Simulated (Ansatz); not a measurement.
A series of calculations on WC

Part 1: Relaxation

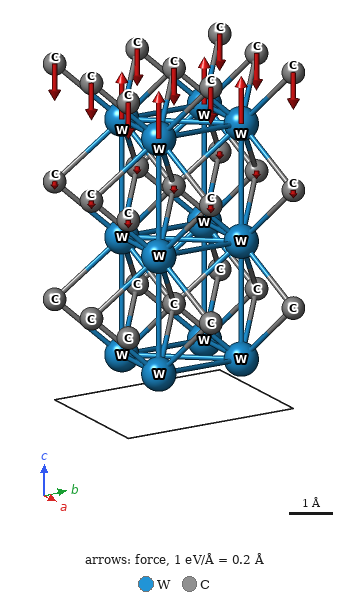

Starting geometry of a slab of composition WC with the computed forces as red arrows. Style: ball-and-stick. Shown: the cell of the calculation, outlined in the plane, without the vacuum (origin shifted), slightly off an axis.

The run prepares the start of a later molecular dynamics calculation, from a guessed geometry. 8 atoms are held fixed.

Method: DFT PBE, scalar-relativistic, plane waves, PAW (Ansatz). Settings: plane-wave cutoff 420 eV; k-point mesh 3 × 3 × 1; occupations fermi dirac; smearing width 0.1 eV; no spin polarisation; atoms relaxed in a fixed cell; force threshold 0.08 eV/Å; at most 25 steps.

Q: Is this structure relaxed? If not, where do the atoms go?

A: It isn't relaxed: the largest force vector, on W atoms, is 5.75 eV/Å. The atoms end up moving mostly along the starting forces (cosine between the two patterns 0.86). The largest moves, 0.22 Å, are those of C atoms. Largest moves by element: C 0.22 Å, W 0.09 Å. The lattice vectors keep their values. Among the contacts that change: C–W 2.194 → 2.008 Å, W–W 2.834 → 2.911 Å, C–W 2.194 → 2.265 Å, C–W 2.194 → 2.174 Å. Bond angles that change, for instance: W–C–W 82.8° → 92.5°, W–C–W 82.8° → 79.7°. Over 3 geometry steps the energy falls by 3.684 eV per cell of the calculation. The largest force component goes from 5.8 to 0.043 eV/Å. The run took 22 s on 4 threads of Arm Neoverse V1 (shared host), peak memory 1.2 GiB.

Part 2: Dynamics

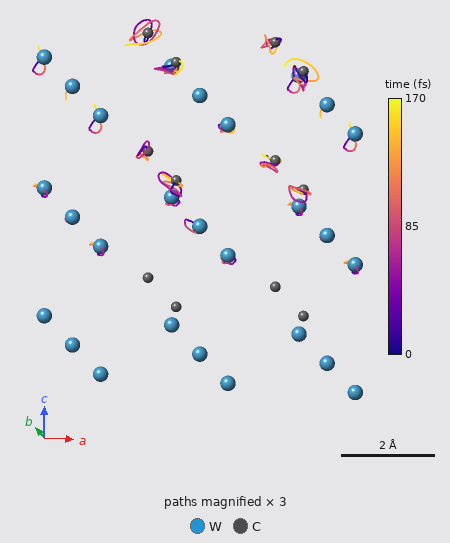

First-principles dynamics of a slab of WC(001) (24 atoms in the cell), 170 fs long. Lines trace each atom's path, coloured by time; spheres stand at the starting positions. The excursions are magnified 3 times. Fixed atoms have no trace. Seen slightly off an axis in the simulation cell, with the vacuum cut short.

Level of theory: Ansatz, DFT PBE, scalar-relativistic, plane waves, PAW. Set-up: plane-wave cutoff 420 eV; k-point mesh 3 × 3 × 1; Fermi-Dirac smearing 0.1 eV; 8 atoms held fixed; Langevin thermostat (NVT); set temperature 500 K; time step 1 fs; friction 0.01 per fs.

Input
```yaml
crystal:
  lattice:
    - [5.8034, 0.0, 0.0]
    - [-2.9017, 5.025892, 0.0]
    - [0.0, 0.0, 19.085]
  atoms:
    - { symbol: W, position: [0.0, 0.0, 0.0523972] }
    - { symbol: C, position: [0.33333334, 0.16666666, 0.126644] }
    - { symbol: W, position: [0.0, 0.0, 0.20141062] }
    - { symbol: C, position: [0.33333334, 0.16666666, 0.27404442] }
    - { symbol: W, position: [0.0, 0.0, 0.35392469] }
    - { symbol: C, position: [0.33333334, 0.16666666, 0.4118982] }
    - { symbol: W, position: [-1.0e-08, 0.49999999, 0.0523972] }
    - { symbol: C, position: [0.33333333, 0.66666666, 0.126644] }
    - { symbol: W, position: [-1.0e-08, 0.49999999, 0.20141062] }
    - { symbol: C, position: [0.33333333, 0.66666666, 0.27404442] }
    - { symbol: W, position: [-1.0e-08, 0.49999999, 0.35392469] }
    - { symbol: C, position: [0.33333333, 0.66666666, 0.4118982] }
    - { symbol: W, position: [0.50000001, 0.0, 0.0523972] }
    - { symbol: C, position: [0.83333334, 0.16666666, 0.126644] }
    - { symbol: W, position: [0.50000001, 0.0, 0.20141062] }
    - { symbol: C, position: [0.83333334, 0.16666666, 0.27404442] }
    - { symbol: W, position: [0.50000001, 0.0, 0.35392469] }
    - { symbol: C, position: [0.83333334, 0.16666666, 0.4118982] }
    - { symbol: W, position: [0.5, 0.49999999, 0.0523972] }
    - { symbol: C, position: [0.83333334, 0.66666666, 0.126644] }
    - { symbol: W, position: [0.5, 0.49999999, 0.20141062] }
    - { symbol: C, position: [0.83333334, 0.66666666, 0.27404442] }
    - { symbol: W, position: [0.5, 0.49999999, 0.35392469] }
    - { symbol: C, position: [0.83333334, 0.66666666, 0.4118982] }
basis:
  ecutwfc: 420.0
kpoints:
  mp_grid: { grid: [3, 3, 1] }
hamiltonian:
  xc: pbe
scf:
  occupations: { method: fermi_dirac, width: 0.1 }
  lower_state_search: "off"
md:
  timestep: 1
  n_steps: 170
  ensemble: nvt_langevin
  temperature: 500.0
  initial_velocities: maxwell_boltzmann
  seed: 426590
  friction: 0.01
  constraints: [{ sites: [0, 1, 6, 7, 12, 13, 18, 19] }]
```

Command:
```bash
ansatz run input.yaml --threads 4 --pin off --max-ram 10240MiB --backend cpu --events-out ev --progress --plain --runs-dir out
```

### Describe the motion.

In the second half of the run the atoms are, in the root-mean-square, this far from where they began (common drift taken out): C 0.10 Å, W 0.07 Å. The run lasts only 170 fs, too short to tell vibration from diffusion.

Part 3: Dynamics

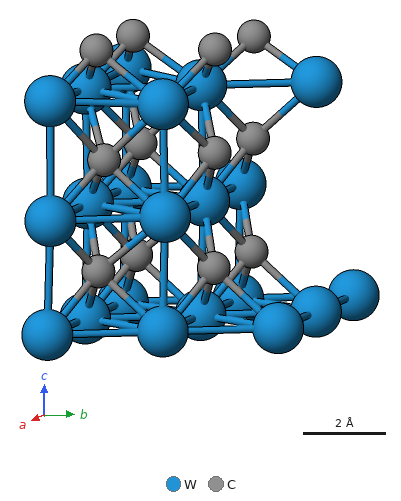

Starting frame of a dynamics run of a slab of WC(001) (24 atoms in the cell). It starts from the last geometry of an earlier run. Style: ball-and-stick. Shown: the simulation cell, with the vacuum cut short, slightly off an axis. Bonds to atoms that aren't drawn are left out.

Theory: DFT PBE, scalar-relativistic, plane waves, PAW in Ansatz 0.2.0.

Input file:
```yaml
crystal:
  lattice:
    - [5.8034, 0.0, 0.0]
    - [-2.9017, 5.025892, 0.0]
    - [0.0, 0.0, 19.085]
  atoms:
    - { symbol: W, position: [0.0, 0.0, 0.0523972] }
    - { symbol: C, position: [0.33333334, 0.16666666, 0.126644] }
    - { symbol: W, position: [-0.0002032, 0.01346189, 0.20108738] }
    - { symbol: C, position: [0.33684774, 0.18669333, 0.27257522] }
    - { symbol: W, position: [-0.00515112, 0.01044182, 0.35749586] }
    - { symbol: C, position: [0.33508935, 0.15351544, 0.41331921] }
    - { symbol: W, position: [-1.0e-08, 0.49999999, 0.0523972] }
    - { symbol: C, position: [0.33333333, 0.66666666, 0.126644] }
    - { symbol: W, position: [0.00084912, 0.5102328, 0.20210304] }
    - { symbol: C, position: [0.33110177, 0.67265354, 0.27411972] }
    - { symbol: W, position: [-0.0087027, 0.4978052, 0.3489939] }
    - { symbol: C, position: [0.30436976, 0.66742561, 0.4065676] }
    - { symbol: W, position: [0.50000001, 0.0, 0.0523972] }
    - { symbol: C, position: [0.83333334, 0.16666666, 0.126644] }
    - { symbol: W, position: [0.49635919, 0.01118263, 0.20263625] }
    - { symbol: C, position: [0.83020194, 0.19020455, 0.27173793] }
    - { symbol: W, position: [0.51101962, 0.00599913, 0.35301916] }
    - { symbol: C, position: [0.80598798, 0.14926195, 0.41442013] }
    - { symbol: W, position: [0.5, 0.49999999, 0.0523972] }
    - { symbol: C, position: [0.83333334, 0.66666666, 0.126644] }
    - { symbol: W, position: [0.50133803, 0.51558714, 0.20165971] }
    - { symbol: C, position: [0.81568015, 0.66476151, 0.27642053] }
    - { symbol: W, position: [0.49260879, 0.50089292, 0.35250517] }
    - { symbol: C, position: [0.83461667, 0.67243289, 0.41224503] }
basis:
  ecutwfc: 420.0
kpoints:
  mp_grid: { grid: [3, 3, 1] }
hamiltonian:
  xc: pbe
scf:
  occupations: { method: fermi_dirac, width: 0.1 }
  lower_state_search: "off"
  max_iter: 65
md:
  timestep: 1
  n_steps: 200
  ensemble: nvt_nose_hoover
  temperature: 750.0
  initial_velocities: zero
  seed: 465365
  nose_hoover: { tau: 100.0, chain_length: 1 }
  constraints: [{ sites: [0, 1, 6, 7, 12, 13, 18, 19] }]
```

Command:
```bash
ansatz run input.yaml --threads 4 --pin off --max-ram 10240MiB --backend cpu --events-out ev --progress --plain --runs-dir out
```

What does the trajectory do?

Answer. The mean temperature in the second half is 575 K (standard deviation 219 K). The potential energy in the second half lies on average 1.1 meV per atom below the first frame. In the second half of the run the atoms are, in the root-mean-square, this far from where they began (common drift taken out): C 0.18 Å, W 0.12 Å. That is small against the typical shortest distance between atoms in the first frame, about 2.1 Å: the atoms vibrate about their sites and the arrangement holds. The atoms start at rest, so the thermostat has only the motion that the forces set off to work on.

Along the run (each row but the first and the last is the mean over the interval that it begins):

| time (fs) | potential energy (meV/atom) | T (K) |
| --- | --- | --- |
| 0.0 | 0.0 | 0 |
| 20.0 | -21.0 | 260 |
| 40.0 | -25.7 | 353 |
| 60.0 | -18.3 | 315 |
| 80.0 | -11.3 | 290 |
| 100.0 | -10.8 | 369 |
| 120.0 | -5.8 | 425 |
| 140.0 | 3.5 | 452 |
| 160.0 | 1.6 | 682 |
| 180.0 | 4.1 | 939 |
| 200.0 | 35.9 | 745 |

The paths of the atoms, magnified 2 times:

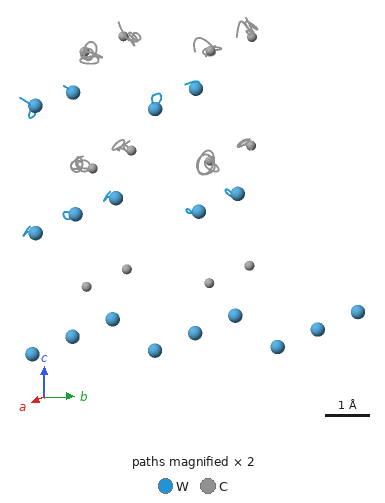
